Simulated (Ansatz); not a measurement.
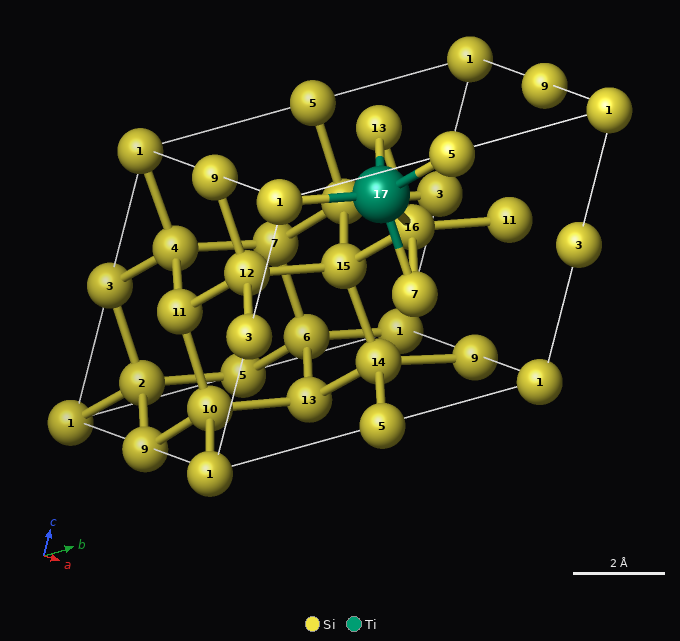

**Figure 1.** The input geometry (ball-and-stick view of the cell of the calculation, seen slightly off an axis; atoms are numbered from 1 in the order of the input). An atom can appear more than once, as a periodic image. Near neighbours in the periodic cell (some may lie outside the picture): Si has 4 Si at 2.27 to 2.41 Å and 1 Ti at 2.42 to 2.76 Å; Si has 4 Si at 2.27 to 2.34 Å; Ti has 10 Si at 2.42 to 2.76 Å.

# Nudged elastic band, with input and output: TiSi16 (part 1 of 3)

TiSi16 (defect cell, 17 atoms in the cell), computed with DFT PBE, scalar-relativistic, plane waves, PAW, PAW set soft_1, no spin polarisation (Ansatz 0.2.0).

It belongs to a series of runs on one base structure; here: band between the two ends. Figures and captions count atoms from 1; the log counts them from 0 in places.

### The program's output
```
Warning: neb: disabling space-group detection — the band's intermediate images generally break the endpoint symmetry, so no spatial operation reduces the k-mesh or symmetrises the density, except that a semilocal band can use its path's symmetry ahead of convergence; time reversal is kept, so that k and −k are solved as one point where they differ and the mesh holds both, and exact exchange and, on two spinor components, a DFT+U term hold to it where the run has them: on two components no moment then forms, and a state that bears one, which a typed moment (crystal.atoms[].spin; refused beside efield: under a hybrid functional) reaches, can lie lower, under hf by electronvolts; crystal.symmetry.detect: false (a key that needs symmetry detection or time reversal refuses this as the deck is read) with time_reversal: false beside it drops time reversal too
Engine: ansatz 0.2.0, aarch64-unknown-linux-gnu
Pseudopotentials: kind: paw
Pseudopotential: Si, paw, valence charge 4, recommended cutoff 420 eV (normal), [file]
Pseudopotential: Ti, paw, valence charge 12, recommended cutoff 420 eV (normal), [file]
Functional definition: PBE
  parameter kappa = 0.804
  parameter beta = 0.06672455060314922
  exchange = pbe_x(kappa = kappa, mu = beta*pi^2/3)
  correlation = pbe_c(beta = beta)
NEB image 0
Crystal: 17 atoms, lattice volume = 320.206 Å³
Basis set: ecut = 420 eV, 6231 PW (Γ), exchange–correlation on 108×108×108 points (8 copies of the dense FFT grid, shifted against one another)
Bands: 55, of which v1, the nominal top of the filled ones, is band 38 counted from 1 (37 counted from 0)
Symmetry: 1 space group operations
k-points: 8
Non-local potential: Si, projectors of the file, l = 0: 2, l = 1: 2, l = 2: 1
Non-local potential: Ti, projectors of the file, l = 0: 3, l = 1: 2, l = 2: 3, l = 3: 1
PAW form: soft (Blöchl's): semilocal exchange-correlation on the pseudo side does not see the compensation charge
PAW one-centre angular grid: Si, 110 points (default); XC on 64 Gauss nodes
PAW one-centre angular grid: Ti, 590 points (default); XC on 64 Gauss nodes
Initial density: superposition of atomic densities (chi_scale 0.1, normalization cell, long waves kept (reshape's long-wave potential 0.02 eV rms))
Initial wavefunctions: pseudopotential atomic-orbital guess
Functional: x = pbe(κ = 0.804, μ = 0.2195149727645171), c = pbe(β = 0.06672455060314922)
SCF iter   1: F=—  HF=-12676.358867 eV  |F-HF|=—  |Δ(HF+E_count)|=         —  Δρ=9.12e-2  dr2=7.03e1  ethr=3.10e-3  ⟨swp⟩=7.5  Hψ=2209  notcnv=0  defer=41
preconditioner: auto → Kerker (q_TF=auto, 2.147 Å⁻¹)  [metal: Δε(μ)=0.015 eV  Ē_g=7.560 eV  σ=0.020 eV  W_gap=0.38  n_scr=58 (ndim 8)  ℏωp=17.1 eV  f_vac=0.000  D(μ)=46.18/eV (n_scr^D=724)]
SCF iter   2: F=—  HF=-12672.281543 eV  |F-HF|=—  |Δ(HF+E_count)|=    4.08e0  Δρ=4.61e-2  dr2=1.98e1  ethr=3.10e-3  ⟨swp⟩=3.2  Hψ=707  notcnv=0  defer=67
SCF iter   3: F=—  HF=-12670.217642 eV  |F-HF|=—  |Δ(HF+E_count)|=    2.06e0  Δρ=6.17e-3  dr2=2.69e-1  ethr=3.10e-3  ⟨swp⟩=3.5  Hψ=743  notcnv=0  defer=67
SCF iter   4: F=—  HF=-12670.208257 eV  |F-HF|=—  |Δ(HF+E_count)|=   9.38e-3  Δρ=2.23e-3  dr2=3.31e-2  ethr=3.54e-4  ⟨swp⟩=3.2  Hψ=638  notcnv=0  defer=69
SCF iter   5: F=—  HF=-12670.216084 eV  |F-HF|=—  |Δ(HF+E_count)|=   7.83e-3  Δρ=5.96e-4  dr2=2.31e-3  ethr=4.36e-5  ⟨swp⟩=3.5  Hψ=712  notcnv=0  defer=69
SCF iter   6: F=—  HF=-12670.216742 eV  |F-HF|=—  |Δ(HF+E_count)|=   6.59e-4  Δρ=2.25e-4  dr2=2.48e-4  ethr=3.04e-6  ⟨swp⟩=2.1  Hψ=633  notcnv=0  defer=69
SCF iter   7: F=—  HF=-12670.216753 eV  |F-HF|=—  |Δ(HF+E_count)|=   1.13e-5  Δρ=8.69e-5  dr2=3.11e-5  ethr=3.27e-7  ⟨swp⟩=2.5  Hψ=601  notcnv=0  defer=69
SCF iter   8: F=—  HF=-12670.216743 eV  |F-HF|=—  |Δ(HF+E_count)|=   1.04e-5  Δρ=2.97e-5  dr2=4.17e-6  ethr=4.10e-8  ⟨swp⟩=2.1  Hψ=729  notcnv=0  defer=69
SCF iter   9: F=—  HF=-12670.216744 eV  |F-HF|=—  |Δ(HF+E_count)|=   1.06e-6  Δρ=8.89e-6  dr2=2.97e-7  ethr=5.49e-9  ⟨swp⟩=2.6  Hψ=699  notcnv=0  defer=69
SCF iter  10: F=-12670.216744 eV  HF=-12670.216744 eV  |F-HF|=1.10e-9  |Δ(HF+E_count)|=   7.39e-8  Δρ=2.38e-6  dr2=3.27e-8  ethr=1.32e-10  ⟨swp⟩=4.8  Hψ=1361  notcnv=0
SCF 1 converged in 10 iterations: F = -12670.216744 eV  dr2 = 3.27e-8
  greatest PAW one-centre occupation: 0.999 electrons in one spin orbital (limit 2), on the Ti atom at site 16 (counted from 0), in its partial waves of l = 0
NSCF: frozen V_eff on 8 k-points
NEB image 4
SCF iter   1: F=—  HF=-12676.360551 eV  |F-HF|=—  |Δ(HF+E_count)|=         —  Δρ=9.12e-2  dr2=7.03e1  ethr=3.10e-3  ⟨swp⟩=7.6  Hψ=2215  notcnv=0  defer=41
preconditioner: auto → Kerker (q_TF=auto, 2.147 Å⁻¹)  [metal: Δε(μ)=0.015 eV  Ē_g=7.560 eV  σ=0.020 eV  W_gap=0.38  n_scr=58 (ndim 8)  ℏωp=17.1 eV  f_vac=0.000  D(μ)=44.48/eV (n_scr^D=700)]
SCF iter   2: F=—  HF=-12672.271687 eV  |F-HF|=—  |Δ(HF+E_count)|=    4.09e0  Δρ=4.59e-2  dr2=1.96e1  ethr=3.10e-3  ⟨swp⟩=3.2  Hψ=706  notcnv=0  defer=67
SCF iter   3: F=—  HF=-12670.223241 eV  |F-HF|=—  |Δ(HF+E_count)|=    2.05e0  Δρ=6.25e-3  dr2=2.74e-1  ethr=3.10e-3  ⟨swp⟩=3.5  Hψ=742  notcnv=0  defer=67
SCF iter   4: F=—  HF=-12670.208283 eV  |F-HF|=—  |Δ(HF+E_count)|=   1.50e-2  Δρ=2.29e-3  dr2=3.60e-2  ethr=3.60e-4  ⟨swp⟩=3.1  Hψ=593  notcnv=0  defer=69
SCF iter   5: F=—  HF=-12670.215997 eV  |F-HF|=—  |Δ(HF+E_count)|=   7.71e-3  Δρ=6.76e-4  dr2=2.52e-3  ethr=4.74e-5  ⟨swp⟩=3.1  Hψ=622  notcnv=0  defer=69
SCF iter   6: F=—  HF=-12670.216682 eV  |F-HF|=—  |Δ(HF+E_count)|=   6.85e-4  Δρ=2.57e-4  dr2=3.01e-4  ethr=3.32e-6  ⟨swp⟩=2.9  Hψ=750  notcnv=0  defer=69
SCF iter   7: F=—  HF=-12670.216692 eV  |F-HF|=—  |Δ(HF+E_count)|=   1.00e-5  Δρ=8.93e-5  dr2=3.76e-5  ethr=3.96e-7  ⟨swp⟩=2.1  Hψ=635  notcnv=0  defer=69
SCF iter   8: F=—  HF=-12670.216689 eV  |F-HF|=—  |Δ(HF+E_count)|=   3.02e-6  Δρ=2.40e-5  dr2=3.31e-6  ethr=4.95e-8  ⟨swp⟩=2.6  Hψ=725  notcnv=0  defer=69
SCF iter   9: F=—  HF=-12670.216690 eV  |F-HF|=—  |Δ(HF+E_count)|=   1.26e-6  Δρ=7.43e-6  dr2=2.04e-7  ethr=4.36e-9  ⟨swp⟩=2.1  Hψ=599  notcnv=0  defer=69
SCF iter  10: F=-12670.216690 eV  HF=-12670.216690 eV  |F-HF|=4.58e-9  |Δ(HF+E_count)|=   4.14e-8  Δρ=2.90e-6  dr2=3.59e-8  ethr=1.32e-10  ⟨swp⟩=4.9  Hψ=1361  notcnv=0
SCF 2 converged in 10 iterations: F = -12670.216690 eV  dr2 = 3.59e-8
NSCF: frozen V_eff on 8 k-points
NEB end point (image 0): max|allowed force component| = 3.109e-3 eV/Å (the criterion of neb.relax_end_points is 1.000e-2)
NEB end point (image 4): max|allowed force component| = 5.093e-3 eV/Å (the criterion of neb.relax_end_points is 1.000e-2)
NEB image 1
SCF iter   1: F=—  HF=-12677.605201 eV  |F-HF|=—  |Δ(HF+E_count)|=         —  Δρ=1.40e-1  dr2=1.61e2  ethr=3.10e-3  ⟨swp⟩=8.8  Hψ=2547  notcnv=0  defer=28
preconditioner: auto → Resta (q_TF=auto, 2.147 Å⁻¹)  ε∞=6.0  [insulator: Δε(μ)=0.110 eV  Ē_g=7.641 eV  σ=0.020 eV  W_gap=1.00  n_scr=58 (ndim 8)  ℏωp=17.1 eV  f_vac=0.000  D(μ)=0.01/eV (n_scr^D=0)  ε∞_Penn≈6.0]
SCF iter   2: F=—  HF=-12665.623094 eV  |F-HF|=—  |Δ(HF+E_count)|=    1.20e1  Δρ=4.31e-2  dr2=1.48e1  ethr=3.10e-3  ⟨swp⟩=4.8  Hψ=1010  notcnv=0  defer=81
preconditioner: auto → Kerker (q_TF=auto, 2.147 Å⁻¹)  [metal: Δε(μ)=0.017 eV  Ē_g=7.595 eV  σ=0.020 eV  W_gap=0.45  n_scr=58 (ndim 8)  ℏωp=17.1 eV  f_vac=0.000  D(μ)=21.12/eV (n_scr^D=228)]
[...]
NEB image 2
preconditioner: auto → Resta (q_TF=auto, 2.147 Å⁻¹)  ε∞=5.7  [insulator: Δε(μ)=0.167 eV  Ē_g=7.880 eV  σ=0.020 eV  W_gap=0.52  n_scr=58 (ndim 8)  ℏωp=17.1 eV  f_vac=0.000  D(μ)=16.39/eV (n_scr^D=168)  ε∞_Penn≈5.7]
  greatest PAW one-centre occupation: 1.011 electrons in one spin orbital (limit 2), on the Ti atom at site 16 (counted from 0), in its partial waves of l = 1
NEB image 3
preconditioner: auto → Resta (q_TF=auto, 2.147 Å⁻¹)  ε∞=6.0  [insulator: Δε(μ)=0.116 eV  Ē_g=7.641 eV  σ=0.020 eV  W_gap=1.00  n_scr=58 (ndim 8)  ℏωp=17.1 eV  f_vac=0.000  D(μ)=0.00/eV (n_scr^D=0)  ε∞_Penn≈6.0]
preconditioner: auto → Kerker (q_TF=auto, 2.147 Å⁻¹)  [metal: Δε(μ)=0.016 eV  Ē_g=7.594 eV  σ=0.020 eV  W_gap=0.43  n_scr=58 (ndim 8)  ℏωp=17.1 eV  f_vac=0.000  D(μ)=22.53/eV (n_scr^D=258)]
NEB iter   1: max|band force component| = 4.673e1 eV/Å  barrier→ = 19.7809 eV  barrier← = 19.7808 eV  Δτ_max = 0.2000 Å  (52 SCF iters)
NEB image 1
Initial density: handed on by an earlier stage of this run
Initial wavefunctions: those handed on with the density
preconditioner: auto → Resta (q_TF=auto, 2.147 Å⁻¹)  ε∞=6.1  [insulator: Δε(μ)=0.043 eV  Ē_g=7.549 eV  σ=0.020 eV  W_gap=0.87  n_scr=58 (ndim 8)  ℏωp=17.1 eV  f_vac=0.000  D(μ)=4.40/eV (n_scr^D=14)  ε∞_Penn≈6.1]
  greatest PAW one-centre occupation: 0.998 electrons in one spin orbital (limit 2), on the Ti atom at site 16 (counted from 0), in its partial waves of l = 0
NEB image 2
preconditioner: auto → Resta (q_TF=auto, 2.147 Å⁻¹)  ε∞=6.0  [insulator: Δε(μ)=0.059 eV  Ē_g=7.629 eV  σ=0.020 eV  W_gap=0.60  n_scr=58 (ndim 8)  ℏωp=17.1 eV  f_vac=0.000  D(μ)=23.11/eV (n_scr^D=258)  ε∞_Penn≈6.0]
NEB image 3
preconditioner: auto → Resta (q_TF=auto, 2.147 Å⁻¹)  ε∞=6.1  [insulator: Δε(μ)=0.046 eV  Ē_g=7.549 eV  σ=0.020 eV  W_gap=0.89  n_scr=58 (ndim 8)  ℏωp=17.1 eV  f_vac=0.000  D(μ)=3.80/eV (n_scr^D=14)  ε∞_Penn≈6.1]
NEB iter   2: max|band force component| = 1.852e1 eV/Å  barrier→ = 7.5637 eV  barrier← = 7.5636 eV  Δτ_max = 0.1612 Å  (25 SCF iters)
[... from here on the SCF iterations and repeated set-up lines of each step are left out, up to the last step ...]
NEB image 1
NEB image 2
NEB image 3
NEB iter   3: max|band force component| = 8.171e0 eV/Å  barrier→ = 3.7882 eV  barrier← = 3.7881 eV  Δτ_max = 0.1513 Å  (27 SCF iters)
NEB image 1
NEB image 2
NEB image 3
NEB iter   4: max|band force component| = 3.858e0 eV/Å  barrier→ = 2.4160 eV  barrier← = 2.4159 eV  Δτ_max = 0.1978 Å  (28 SCF iters)
NEB image 1
NEB image 2
NEB image 3
NEB iter   5: max|band force component| = 2.467e0 eV/Å  barrier→ = 2.0009 eV  barrier← = 2.0008 eV  Δτ_max = 0.2000 Å  (29 SCF iters)
NEB image 1
NEB image 2
NEB image 3
NEB iter   6: max|band force component| = 1.454e0 eV/Å  barrier→ = 1.9180 eV  barrier← = 1.9180 eV  Δτ_max = 0.2000 Å  (23 SCF iters)
NEB image 1
NEB image 2
NEB image 3
NEB iter   7: max|band force component| = 9.426e-1 eV/Å  barrier→ = 1.8903 eV  barrier← = 1.8903 eV  Δτ_max = 0.1216 Å  (21 SCF iters)
NEB image 1
NEB image 2
NEB image 3
NEB iter   8: max|band force component| = 7.843e-1 eV/Å  barrier→ = 1.8443 eV  barrier← = 1.8443 eV  Δτ_max = 0.0811 Å  (21 SCF iters)
NEB image 1
NEB image 2
NEB image 3
NEB iter   9: max|band force component| = 8.804e-1 eV/Å  barrier→ = 1.7875 eV  barrier← = 1.7874 eV  Δτ_max = 0.0126 Å  (22 SCF iters)
NEB image 1
NEB image 2
NEB image 3
NEB iter  10: max|band force component| = 6.123e-1 eV/Å  barrier→ = 1.7803 eV  barrier← = 1.7803 eV  Δτ_max = 0.0404 Å  (18 SCF iters)
NEB image 1
NEB image 2
NEB image 3
NEB iter  11: max|band force component| = 3.780e-1 eV/Å  barrier→ = 1.7694 eV  barrier← = 1.7694 eV  CI = image 1  Δτ_max = 0.0054 Å  (20 SCF iters)
NEB image 1
NEB image 2
NEB image 3
NEB iter  12: max|band force component| = 2.796e-1 eV/Å  barrier→ = 1.7678 eV  barrier← = 1.7677 eV  CI = image 1  Δτ_max = 0.0279 Å  (18 SCF iters)
NEB image 1
NEB image 2
NEB image 3
NEB iter  13: max|band force component| = 1.649e-1 eV/Å  barrier→ = 1.7606 eV  barrier← = 1.7605 eV  CI = image 1  Δτ_max = 0.0277 Å  (19 SCF iters)
NEB image 1
NEB image 2
NEB image 3
NEB iter  14: max|band force component| = 1.926e-1 eV/Å  barrier→ = 1.7535 eV  barrier← = 1.7534 eV  CI = image 1  Δτ_max = 0.0042 Å  (18 SCF iters)
NEB image 1
NEB image 2
NEB image 3
NEB iter  15: max|band force component| = 1.398e-1 eV/Å  barrier→ = 1.7523 eV  barrier← = 1.7522 eV  CI = image 1  Δτ_max = 0.0131 Å  (18 SCF iters)
NEB image 1
NEB image 2
NEB image 3
NEB iter  16: max|band force component| = 1.478e-1 eV/Å  barrier→ = 1.7494 eV  barrier← = 1.7494 eV  CI = image 1  Δτ_max = 0.0022 Å  (18 SCF iters)
NEB image 1
NEB image 2
NEB image 3
NEB iter  17: max|band force component| = 1.096e-1 eV/Å  barrier→ = 1.7489 eV  barrier← = 1.7489 eV  CI = image 1  Δτ_max = 0.0173 Å  (18 SCF iters)
NEB image 1
NEB image 2
NEB image 3
NEB iter  18: max|band force component| = 1.003e-1 eV/Å  barrier→ = 1.7450 eV  barrier← = 1.7449 eV  CI = image 1  Δτ_max = 0.0176 Å  (18 SCF iters)
NEB image 1
NEB image 2
NEB image 3
NEB iter  19: max|band force component| = 1.459e-1 eV/Å  barrier→ = 1.7406 eV  barrier← = 1.7405 eV  CI = image 1  Δτ_max = 0.0031 Å  (18 SCF iters)
NEB image 1
NEB image 2
NEB image 3
NEB iter  20: max|band force component| = 8.034e-2 eV/Å  barrier→ = 1.7401 eV  barrier← = 1.7400 eV  CI = image 1  Δτ_max = 0.0062 Å  (18 SCF iters)
NEB image 1
NEB image 2
NEB image 3
NEB iter  21: max|band force component| = 4.477e-2 eV/Å  barrier→ = 1.7393 eV  barrier← = 1.7392 eV  CI = image 1  Δτ_max = 0.0035 Å  (18 SCF iters)
NEB image 1
NEB image 2
NEB image 3
NEB iter  22: max|band force component| = 7.131e-2 eV/Å  barrier→ = 1.7386 eV  barrier← = 1.7385 eV  CI = image 1  Δτ_max = 0.0011 Å  (18 SCF iters)
NEB image 1
NEB image 2
NEB image 3
NEB iter  23: max|band force component| = 4.134e-2 eV/Å  barrier→ = 1.7384 eV  barrier← = 1.7383 eV  CI = image 1  Δτ_max = 0.0042 Å  (18 SCF iters)
NEB image 1
NEB image 2
NEB image 3
NEB iter  24: max|band force component| = 4.761e-2 eV/Å  barrier→ = 1.7376 eV  barrier← = 1.7375 eV  CI = image 1  Δτ_max = 0.0010 Å  (18 SCF iters)
NEB image 1
NEB image 2
NEB image 3
NEB iter  25: max|band force component| = 3.596e-2 eV/Å  barrier→ = 1.7375 eV  barrier← = 1.7374 eV  CI = image 1  Δτ_max = 0.0046 Å  (18 SCF iters)
NEB image 1
NEB image 2
NEB image 3
NEB iter  26: max|band force component| = 5.667e-2 eV/Å  barrier→ = 1.7366 eV  barrier← = 1.7366 eV  CI = image 1  Δτ_max = 0.0009 Å  (18 SCF iters)
NEB image 1
NEB image 2
NEB image 3
NEB iter  27: max|band force component| = 3.219e-2 eV/Å  barrier→ = 1.7365 eV  barrier← = 1.7365 eV  CI = image 1  Δτ_max = 0.0034 Å  (18 SCF iters)
NEB image 1
NEB image 2
NEB image 3
NEB iter  28: max|band force component| = 4.135e-2 eV/Å  barrier→ = 1.7359 eV  barrier← = 1.7359 eV  CI = image 1  Δτ_max = 0.0008 Å  (18 SCF iters)
NEB image 1
NEB image 2
NEB image 3
NEB iter  29: max|band force component| = 3.099e-2 eV/Å  barrier→ = 1.7358 eV  barrier← = 1.7358 eV  CI = image 1  Δτ_max = 0.0035 Å  (18 SCF iters)
NEB image 1
NEB image 2
NEB image 3
NEB iter  30: max|band force component| = 4.842e-2 eV/Å  barrier→ = 1.7352 eV  barrier← = 1.7352 eV  CI = image 1  Δτ_max = 0.0007 Å  (18 SCF iters)
```
